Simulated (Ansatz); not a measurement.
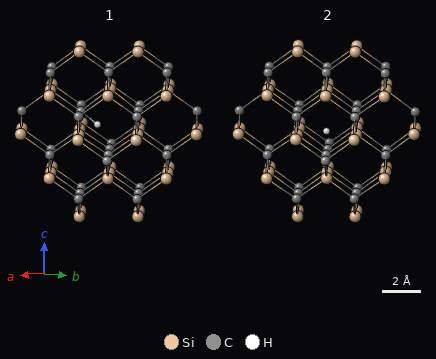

Two geometries of a defect cell of composition Si32C32H (cell charge +1), drawn at one scale. One is the start of a relaxation, the other its converged end. The picture is a ball-and-stick view of the atoms within 5.0 Å of the atom that moves most (axes of the cell of the calculation (origin shifted)), seen from a free direction.

Theory: DFT, PBEsol, PAW, plane waves in Ansatz 0.2.0. Settings: plane-wave cutoff 420 eV; k-point mesh 1 × 1 × 1; mesh shifted by (0.25, 0.25, 0.25); no spin polarisation; atoms relaxed in a fixed cell; force threshold 0.03 eV/Å; at most 80 steps.

### Which of the two is the end point?

Structure 1 is the relaxed one. Over 9 geometry steps the energy falls by 2.142 eV per cell of the calculation. The largest force component goes from 2.2 to 0.021 eV/Å. The H atom moves most: 0.69 Å along [2 −3 2]. Largest moves by element: H 0.69 Å, Si 0.14 Å, C 0.08 Å. The cell stays as it was. Some distances before and after: C–H 1.864 → 1.131 Å, H–Si 2.152 → 1.850 Å, C–Si 1.923 → 2.017 Å, C–Si 1.812 → 1.885 Å. New bonds form, among them: C–H (1.86 → 1.13 Å). Bond angles that change, for instance: C–Si–C 109.9° → 102.1°, C–Si–C 110.9° → 104.0°, C–Si–C 109.5° → 115.0°. Cost: 37 s on 7 threads of Arm Neoverse-V2, peak memory 1.2 GiB.

Limits of the set-up: the cell is charged, on a uniform background, and energies carry no finite-size correction.
